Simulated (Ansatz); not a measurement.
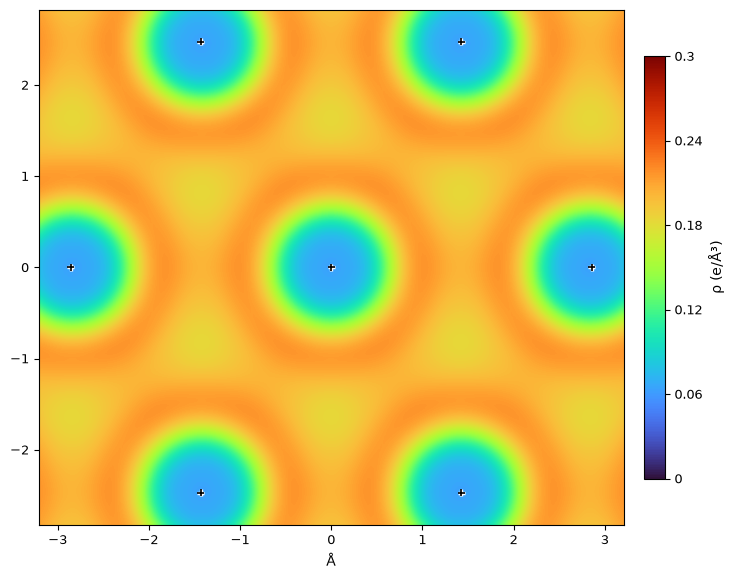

The valence electron density on a plane through atoms (crosses mark nuclei in the plane).

All numbers below come from DFT PBE, scalar-relativistic, plane waves, PAW (Ansatz 0.2.0).

Candidates:
A. Ag (slab), a = 2.93 Å, b = 2.93 Å, c = 24.60 Å, α = 90.00°, β = 90.00°, γ = 120.00°. Computed without spin polarisation.
B. TiAl (interface cell), a = 2.86 Å, b = 2.86 Å, c = 22.99 Å, α = 90.00°, β = 60.21°, γ = 120.00°. Computed pressure about 2 GPa in this cell; computed without spin polarisation.
C. Al, a = 4.04 Å, b = 4.04 Å, c = 4.04 Å, α = 90.00°, β = 90.00°, γ = 90.00°. Space group Fm-3m; computed without spin polarisation.

> Which system is this?

Candidate C: Al on the (111) plane of the conventional cell, which holds Al. Al–Al (2.86 Å): ρ at the midpoint is about 0.2 e/Å³.
